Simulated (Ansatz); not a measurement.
## Mending a geometry relaxation on KBr

System: KBr (Fm-3m, 2 atoms in the cell).
Method of run 1: DFT, PBE, plane waves, PAW, no spin polarisation (Ansatz 0.2.0).

The structure derives from a Materials Project entry. Some settings of this run were made unusual or wrong on purpose. Text and figures count atoms from 1; the logs count them from 0 in places.

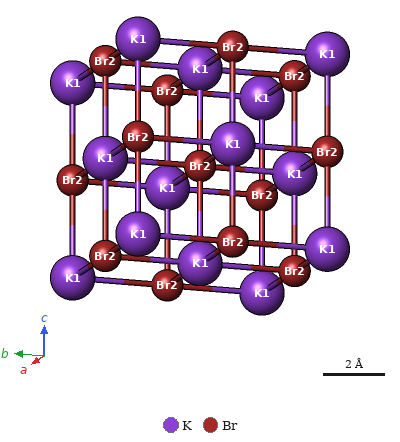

Figure 1. The input geometry (ball-and-stick view of the cell 4 times as large as that of the calculation, set on its symmetry axes, seen at an oblique angle; atoms are numbered from 1 in the order of the input). Near neighbours in the crystal (not all of them lie inside the picture): K has 6 Br at 3.29 Å; Br has 6 K at 3.29 Å.

Input, run 1:
```yaml
crystal:
  lattice:
    - [0.0, 3.29454097, 3.29454097]
    - [3.29454097, 0.0, 3.29454097]
    - [3.29454097, 3.29454097, 0.0]
  atoms:
    - { symbol: K, position: [0.0, 0.0, 0.0] }
    - { symbol: Br, position: [0.5, 0.5, 0.5] }
basis:
  ecutwfc: 420
  ecutrho_ratio: 1
kpoints:
  mp_grid: { grid: [6, 6, 6] }
hamiltonian:
  xc: pbe
scf:
  occupations: { method: gaussian, width: 0.02 }
  max_iter: 60
output:
  forces: true
  eigenvalues: true
  stress: true
relax:
  adjacent_minimum: "off"
  f_tol: 0.005
  max_steps: 80
  cell: { stress_tol: 0.05 }
```

Command:
```bash
ansatz run input.yaml --threads 8 --pin off --max-ram 20480MiB --backend cpu --events-out ev --progress --plain --runs-dir out
```

Hardware: 8 threads of Intel Xeon @ 2.70GHz, 189 GiB of memory available, shared host.

Output, shortened to warnings, some set-up lines, iterations and results (run 1):
```
Warning: basis.ecutrho_ratio = 1 (ecutrho = 420 eV) is below the records' recommended 1680 eV
Basis set: ecut = 420 eV, 1411 PW (Γ), exchange–correlation on 48×48×48 points (8 copies of the dense FFT grid, shifted against one another)
Symmetry: 48 space group operations
k-points: 16 of 216
Initial density: superposition of atomic densities (neutral atoms: chi_scale 0, normalization atom), corrected by the library's trained network
[...]
SCF iter   1: F=—  HF=-4324.673522 eV  |F-HF|=—  |Δ(HF+E_count)|=         —  Δρ=3.45e-3  dr2=2.95e-3  ethr=1.77e-3  ⟨swp⟩=6.1  Hψ=1322  notcnv=0
SCF iter   2: F=—  HF=-4324.676313 eV  |F-HF|=—  |Δ(HF+E_count)|=   2.79e-3  Δρ=1.63e-3  dr2=2.86e-4  ethr=1.84e-5  ⟨swp⟩=2.4  Hψ=522  notcnv=0
SCF iter   3: F=—  HF=-4324.677691 eV  |F-HF|=—  |Δ(HF+E_count)|=   1.38e-3  Δρ=5.58e-4  dr2=3.76e-5  ethr=1.79e-6  ⟨swp⟩=2.0  Hψ=384  notcnv=0
SCF iter   4: F=—  HF=-4324.677185 eV  |F-HF|=—  |Δ(HF+E_count)|=   5.06e-4  Δρ=7.05e-5  dr2=4.31e-6  ethr=2.35e-7  ⟨swp⟩=2.0  Hψ=384  notcnv=0
SCF iter   5: F=—  HF=-4324.677185 eV  |F-HF|=—  |Δ(HF+E_count)|=   1.47e-7  Δρ=2.38e-5  dr2=1.88e-7  ethr=2.69e-8  ⟨swp⟩=2.2  Hψ=268  notcnv=0
[... 34 lines ...]
SCF iter   8: F=—  HF=-4324.633828 eV  |F-HF|=—  |Δ(HF+E_count)|=   1.34e-8  Δρ=4.42e-6  dr2=9.27e-9  ethr=2.06e-9  ⟨swp⟩=2.0  Hψ=320  notcnv=0
SCF iter   9: F=—  HF=-4324.633828 eV  |F-HF|=—  |Δ(HF+E_count)|=   2.57e-9  Δρ=5.24e-7  dr2=4.37e-11  ethr=5.79e-11  ⟨swp⟩=2.0  Hψ=320  notcnv=0
SCF iter  10: F=-4324.633828 eV  HF=-4324.633828 eV  |F-HF|=2.73e-12  |Δ(HF+E_count)|=  3.77e-10  Δρ=9.77e-8  dr2=5.32e-12  ethr=1.00e-12  ⟨swp⟩=6.6  Hψ=898  notcnv=0
SCF 5 converged in 10 iterations: F = -4324.633828 eV  dr2 = 5.32e-12
relax step   5: F+E_penalty+E_count = -4324.63382825 eV  Δ(F+E_penalty+E_count) = +1.887e-1 eV  max|allowed force component| = 3.736e-27 eV/Å  Δτ_max = 0.0000 Å  P = -0.023 …
basis re-selected at this cell: Δ(F+E_penalty+E_count) = +1.887e-1 eV, ΔP = -0.035 GPa vs the last step (what re-selecting the basis moved, of the pressure what is left beyond the Pulay correction that the steps carried, after the strain that the cell walked since its last selection, with what the …
SCF converged after 10 iterations
Free energy (F): -4324.633828 eV
Harris-Foulkes:  -4324.633828 eV  (|F-HF|=2.73e-12)
Internal energy: -4324.633828 eV  (E = F + TS)
E sigma→0 (E₀):  -4324.633828 eV
Fermi energy:    1.483050 eV
--- Per-component energies (eV) ---
  E_band       = -158.378096
  E_kinetic    = 387.015756
  E_local      = -934.720171  (includes V_loc(G=0)·N_el)
  E_nonlocal   = 82.276092
  E_hartree    = 307.999766
  E_xc         = -400.081617
  E_vxc        = -268.892719  (∫ρ·V_xc dr)
  E_paw        = -3028.237411  (= ΣΔE_a)
  E_vpaw       = -40.053966  (= ΣTr[D̂ρ^β])
  E_aug_tail   = -0.002682  (compensation charges beyond the density's cutoff)
  E_ewald      = -738.883562
  E_smearing   = -0.000000  (= −TS)
  E_closure    = -0.000000  (closes the sum)
  Σ components = -4324.633828   (vs F -4324.633828, Δ=0.00e0)
--- Forces (eV/Å), atoms counted from 1 ---
  atom   1  K      0.00000000     0.00000000     0.00000000
  atom   2  Br     0.00000000     0.00000000    -0.00000000
  max |Σ_I F_I| component: 7.61e-27 eV/Å
--- Stress (GPa, compression-positive) ---
       -0.023464      -0.000000      -0.000000
       -0.000000      -0.023464      -0.000000
       -0.000000      -0.000000      -0.023464
  P = ⅓ Tr σ = -0.0235 GPa (-0.235 kbar)
--- Relaxed structure (4 steps of the walk, 4 accepted, 1 SCFs on fresh bases) ---
  F+E_penalty+E_count = -4324.63382825 eV   max|allowed force component| = 3.736e-27 eV/Å   (the final SCF, on the basis selected at the relaxed cell)
  cell:  # Å, volume = 91.2201 Å³
    - [9.17166965921206e-34, 3.572894873711627, 3.572894873711627]
    - [3.572894873711627, -1.1974124277304636e-33, 3.572894873711627]
    - [3.572894873711627, 3.572894873711627, 1.0955049870725517e-33]
  atoms:
[...]
```

What should be changed in this input?

This input holds a deliberate fault: a density cutoff under the waves' (`basis.ecutrho_ratio`). The density grid cannot represent the products of the waves. The program still converged, but the numbers can't be taken as results for the intended system. Warnings of the run: the cutoff is below the recommended one.

A run of the same system that converges differs from this input as follows (lines with − go, lines with + come):
```diff
-  ecutrho_ratio: 1
-  max_iter: 60
```

Output, shortened to warnings, some set-up lines, iterations and results (run 2):
```
Basis set: ecut = 420 eV, 1411 PW (Γ), exchange–correlation on 64×64×64 points (8 copies of the dense FFT grid, shifted against one another)
Symmetry: 48 space group operations
k-points: 16 of 216
Initial density: superposition of atomic densities (neutral atoms: chi_scale 0, normalization atom), corrected by the library's trained network
[...]
SCF iter   1: F=—  HF=-4324.495057 eV  |F-HF|=—  |Δ(HF+E_count)|=         —  Δρ=1.73e-4  dr2=1.12e-5  ethr=1.77e-3  ⟨swp⟩=6.8  Hψ=1347  notcnv=0
SCF iter   2: F=—  HF=-4324.494857 eV  |F-HF|=—  |Δ(HF+E_count)|=   2.01e-4  Δρ=2.31e-4  dr2=6.84e-5  ethr=7.03e-8  ⟨swp⟩=3.4  Hψ=614  notcnv=0
SCF iter   3: F=—  HF=-4324.494843 eV  |F-HF|=—  |Δ(HF+E_count)|=   1.39e-5  Δρ=1.04e-4  dr2=1.22e-5  ethr=7.03e-8  ⟨swp⟩=2.0  Hψ=304  notcnv=0
SCF iter   4: F=—  HF=-4324.494847 eV  |F-HF|=—  |Δ(HF+E_count)|=   4.79e-6  Δρ=3.57e-5  dr2=1.52e-6  ethr=7.03e-8  ⟨swp⟩=2.0  Hψ=304  notcnv=0
SCF iter   5: F=—  HF=-4324.494847 eV  |F-HF|=—  |Δ(HF+E_count)|=   3.22e-7  Δρ=1.38e-5  dr2=2.27e-7  ethr=9.47e-9  ⟨swp⟩=2.0  Hψ=239  notcnv=0
[... 20 lines ...]
SCF iter   4: F=—  HF=-4324.504010 eV  |F-HF|=—  |Δ(HF+E_count)|=   1.13e-8  Δρ=7.90e-7  dr2=2.82e-10  ethr=2.35e-11  ⟨swp⟩=2.7  Hψ=306  notcnv=0
SCF iter   5: F=—  HF=-4324.504010 eV  |F-HF|=—  |Δ(HF+E_count)|=  6.09e-11  Δρ=1.43e-7  dr2=2.71e-11  ethr=1.76e-12  ⟨swp⟩=2.0  Hψ=276  notcnv=0
SCF iter   6: F=-4324.504010 eV  HF=-4324.504010 eV  |F-HF|=2.73e-12  |Δ(HF+E_count)|=  9.09e-13  Δρ=3.90e-8  dr2=1.11e-12  ethr=1.00e-12  ⟨swp⟩=6.0  Hψ=785  notcnv=0
SCF 4 converged in 6 iterations: F = -4324.504010 eV  dr2 = 1.11e-12
relax step   4: F+E_penalty+E_count = -4324.50400992 eV  Δ(F+E_penalty+E_count) = -1.002e-4 eV  max|allowed force component| = 8.382e-30 eV/Å  Δτ_max = 0.0000 Å  P = +0.034 …
basis re-selected at this cell: Δ(F+E_penalty+E_count) = -1.002e-4 eV, ΔP = -0.002 GPa vs the last step (what re-selecting the basis moved, of the pressure what is left beyond the Pulay correction that the steps carried, after the strain that the cell walked since its last selection, with what the …
SCF converged after 6 iterations
Free energy (F): -4324.504010 eV
Harris-Foulkes:  -4324.504010 eV  (|F-HF|=2.73e-12)
Internal energy: -4324.504010 eV  (E = F + TS)
E sigma→0 (E₀):  -4324.504010 eV
Fermi energy:    2.931424 eV
--- Per-component energies (eV) ---
  E_band       = -138.691797
  E_kinetic    = 387.956601
  E_local      = -857.090757  (includes V_loc(G=0)·N_el)
  E_nonlocal   = 82.774443
  E_hartree    = 278.677127
  E_xc         = -400.404872
  E_vxc        = -269.349630  (∫ρ·V_xc dr)
  E_paw        = -3028.363083  (= ΣΔE_a)
  E_vpaw       = -40.336732  (= ΣTr[D̂ρ^β])
  E_aug_tail   = -0.000004  (compensation charges beyond the density's cutoff)
  E_ewald      = -788.053466
  E_smearing   = -0.000000  (= −TS)
  E_closure    = 0.000000  (closes the sum)
  Σ components = -4324.504010   (vs F -4324.504010, Δ=0.00e0)
--- Forces (eV/Å), atoms counted from 1 ---
  atom   1  K     -0.00000000     0.00000000    -0.00000000
  atom   2  Br     0.00000000    -0.00000000    -0.00000000
  max |Σ_I F_I| component: 1.58e-29 eV/Å
--- Stress (GPa, compression-positive) ---
        0.033880      -0.000000      -0.000000
       -0.000000       0.033880      -0.000000
       -0.000000      -0.000000       0.033880
  P = ⅓ Tr σ = 0.0339 GPa (0.339 kbar)
--- Relaxed structure (3 steps of the walk, 3 accepted, 1 SCFs on fresh bases) ---
  F+E_penalty+E_count = -4324.50400992 eV   max|allowed force component| = 8.382e-30 eV/Å   (the final SCF, on the basis selected at the relaxed cell)
  cell:  # Å, volume = 75.1885 Å³
    - [1.7515341363078591e-34, 3.3499672376496434, 3.3499672376496434]
    - [3.3499672376496434, -6.146292514680304e-34, 3.3499672376496434]
    - [3.3499672376496434, 3.3499672376496434, -1.1974124277304634e-33]
  atoms:
    - { symbol: K, position: [3.349168743281902e-36, -1.2178795431018243e-36, -7.916217029630184e-36] }
    - { symbol: Br, position: [0.5, 0.5, 0.5] }
```

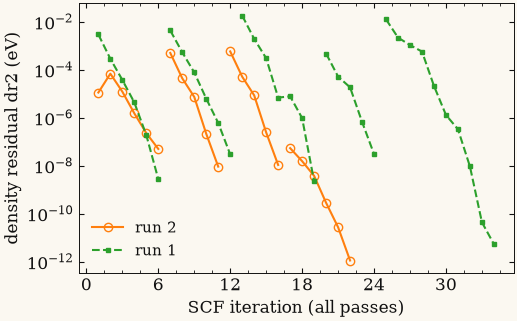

Figure 2. Convergence of the two runs: density residual dr2 against the SCF iteration. A break in a curve parts two SCF passes. Run 2 takes 22 iterations in all, and run 1 takes 34.

The two runs side by side:

| quantity | run 1 | run 2 |
| --- | --- | --- |
| outcome | converged | converged |
| free energy per atom (eV) | −2162.3169 | −2162.2520 |
| gap on the mesh (eV) | 3.66 | 4.32 |
| pressure (GPa) | −0.02 | 0.03 |
| volume per atom (Å³) | 45.61 | 37.59 |
| largest force (eV/Å) | 0.000 | 0.000 |
| SCF iterations | 34 | 22 |
| irreducible k-points | 16 | 16 |
| wall time (shared host) | 4 s | 2.3 s |

The free energy of run 2 is 64.9 meV per atom higher, which comes mainly from the change of cutoff or grids; a solver setting shouldn't move a converged energy. The gap on the mesh goes from 3.66 to 4.32 eV. The volume per atom goes from 45.61 to 37.59 Å³. The SCF takes 22 iterations over all geometry steps against 34. On the same kind of shared host run 2 took about 0.58 times as long.
